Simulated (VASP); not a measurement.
```
CELL_PARAMETERS angstrom
7.73380 0.00000 0.00000
0.00000 3.86690 0.00000
0.00000 0.00000 24.17009
ATOMIC_POSITIONS crystal
Si 0.90690 0.00000 0.31444
Si 0.59310 0.00000 0.28961
Si 0.50000 0.50000 0.35859
Si 0.00000 0.50000 0.35859
Si 0.25000 0.50000 0.41515
Si 0.75000 0.50000 0.41515
Si 0.75000 0.00000 0.47172
Si 0.25000 0.00000 0.47172
Si 0.50000 0.00000 0.52828
Si 0.00000 0.00000 0.52828
Si 0.00000 0.50000 0.58485
Si 0.50000 0.50000 0.58485
Si 0.75000 0.50000 0.64141
Si 0.25000 0.50000 0.64141
Si 0.15690 0.00000 0.68556
Si 0.84310 0.00000 0.71039
```

Not relaxed (largest force 1.5 eV/Å).

Theory: VASP, Kohn-Sham DFT of a periodic cell, PBE, VASP PAW PBE potentials, recommended.

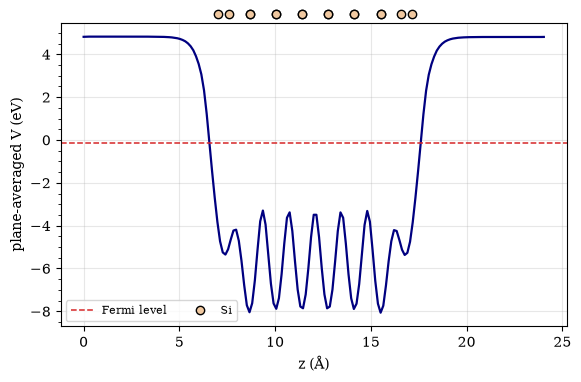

Si (slab). Plane average of the electrostatic potential energy of an electron across the slab. Circles mark the heights of the atoms.

In a PAW calculation such maps are meaningful between the atoms, not at the nuclei.

### How far above the Fermi level of the calculation is the vacuum level?

5.0 eV.

### How thick is the slab, and how wide the vacuum?

The outermost nuclei are 10.2 Å apart, in 10 atomic planes; the vacuum between periodic images is 14.0 Å wide.
